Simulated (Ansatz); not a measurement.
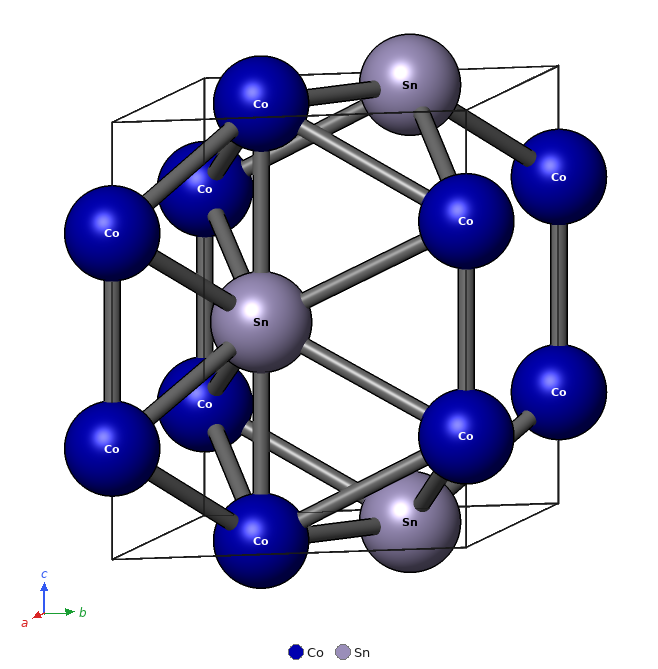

A ball-and-stick rendering, viewed slightly off an axis. The edges of the conventional unit cell are marked. Cell: a = 4.16 Å, b = 4.16 Å, c = 4.99 Å, α = 90.00°, β = 90.00°, γ = 120.00°.

The structure comes from a structure listed in the Materials Project. Earlier steps of the study may have refined or changed the cell and positions. A calculation with Ansatz used it as input.

Question: Caption:

Answer: The formula is Co3Sn2. It belongs to space group P-6m2 (No. 187) and has a primitive hexagonal lattice. With Z = 1, the cell contains 3 Co, 2 Sn. Taking every contact within bonding distance, one finds Co 11 and Sn 8 to 9 (mean 8.5).

Method used: Ansatz, DFT PBEsol, scalar-relativistic, plane waves, PAW. It ran with plane-wave cutoff 420 eV, a 12×12×8 grid in reciprocal space, Gaussian smearing of 0.1 eV, collinear spins.

Question: Which atoms carry magnetic moments in this run, and how do they order?

Answer: The state reached is ferromagnetic. Sizes: Co 0.4 to 1.0 μB; net moment 2.3 μB in the run's cell of 5 atoms.

Question: Classify it as metallic or gapped, with the value.

Answer: A metal: bands cross the Fermi level.

Question: Predict the Bader charges.

Answer: Co -0.41 to -0.19 e; Sn +0.39 e.

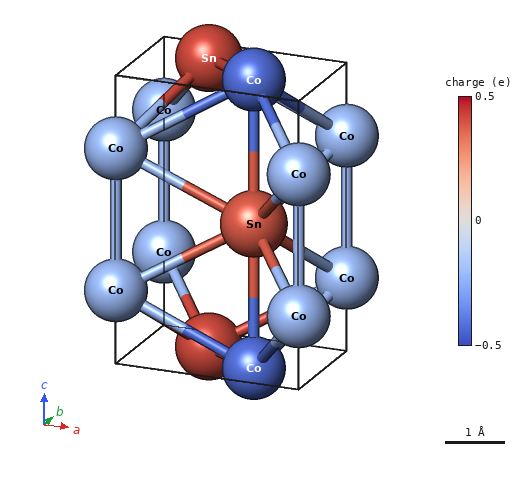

The atoms coloured by those charges. The run's cell of 5 atoms is drawn.

Question: Has the structure come to rest?

Answer: Yes. All forces vanish to within 0.01 eV/Å. The pressure is 0.0 GPa, close to zero.
